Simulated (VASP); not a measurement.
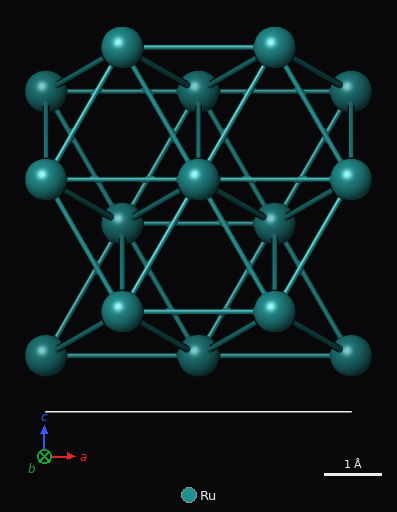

This is the input geometry for a relaxation of a slab of composition Ru. The picture is a ball-and-stick view of the 2 × 1 repeat of the cell, outlined in the plane, without the vacuum, seen along the b axis.

The run lets the atoms move in a fixed cell.

These are results of VASP 6.6.1, Kohn-Sham DFT of a periodic cell, PBE, VASP PAW PBE potentials, recommended, not measurements.

The input:
```
SYSTEM = Ru
  PREC = Accurate
  ENCUT = 520
  EDIFF = 1E-6
  ISMEAR = 1
  SIGMA = 0.1
  LREAL = .False.
  LASPH = .True.
  NELM = 80
  ALGO = Normal
  ISIF = 2
  LWAVE = .False.
  LCHARG = .False.
  LDIPOL = .True.
  IDIPOL = 3
  DIPOL = 0.5 0.5 0.500
  GGA = PE
  IBRION = 2
  NSW = 80
  EDIFFG = -0.02
  KPAR = 4
```

Command:
```bash
cat potpaw_PBE.64/Ru_pv/POTCAR > POTCAR
mpirun -np 4 vasp_std > vasp.out
```

The structure:
```
Ru
1.0
     2.71795    0.00000    0.00000
     0.00000    4.30057    0.00000
     0.00000    0.00000   20.49223
Ru
6
Cartesian
  2.7179 3.2254 7.5000
  1.3590 1.0751 8.2846
  1.3590 3.2254 9.8538
  0.0000 1.0751 10.6384
  2.7179 3.2254 12.2076
  1.3590 1.0751 12.9922
```

> Predict the outcome.

Over 7 geometry steps the energy falls by 0.138 eV per cell of the calculation. Largest force component: 1 eV/Å at the start, 0.0065 eV/Å at the end. The largest moves relative to the layer's centre, 0.14 Å, are those of Ru atoms. The cell stays as it was. Near-neighbour distances that change, for instance: Ru–Ru 2.718 → 2.619 Å, Ru–Ru 2.662 → 2.622 Å, Ru–Ru 2.662 → 2.681 Å, Ru–Ru 2.662 → 2.650 Å.

The end point in the same view:

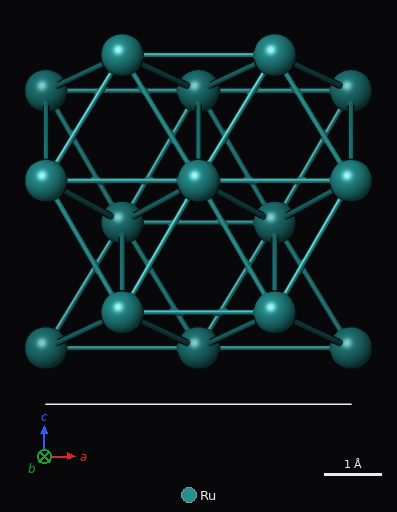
